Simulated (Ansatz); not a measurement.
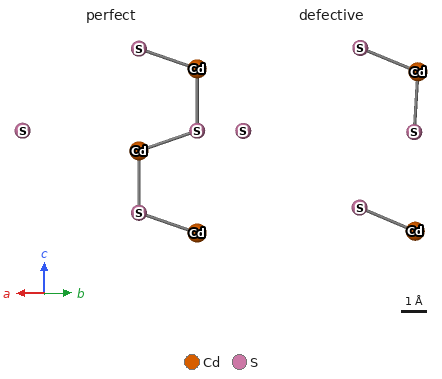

Left: perfect CdS. Right: the same region with one point defect, after relaxing the atoms in a supercell of 96 sites. A ball-and-stick model of the atoms within 5.4 Å of one point, in a slice 3.4 Å thick across the line of sight, seen along [110].

Computed with DFT, PBEsol, PAW, plane waves in Ansatz 0.2.0. Set-up: plane-wave cutoff 420 eV; k-point mesh 1 × 1 × 1; mesh shifted by (0.25, 0.25, 0.25); no spin polarisation. Fermi-Dirac smearing of 0.01 eV. The axes drawn are those of the host's conventional cell.

Q: What kind of defect was made?

A: A cadmium atom is taken out (a vacancy).

The charge state of the cell is 0.

Q: What does the relaxation do around it?

A: Around the empty Cd site the host had 4 S at 2.52 to 2.53 Å; after relaxation the nearest atoms are 4 S at 2.32 to 2.39 Å. Of the host's atoms, a sulfur atom moves furthest from its site, by 0.22 Å.
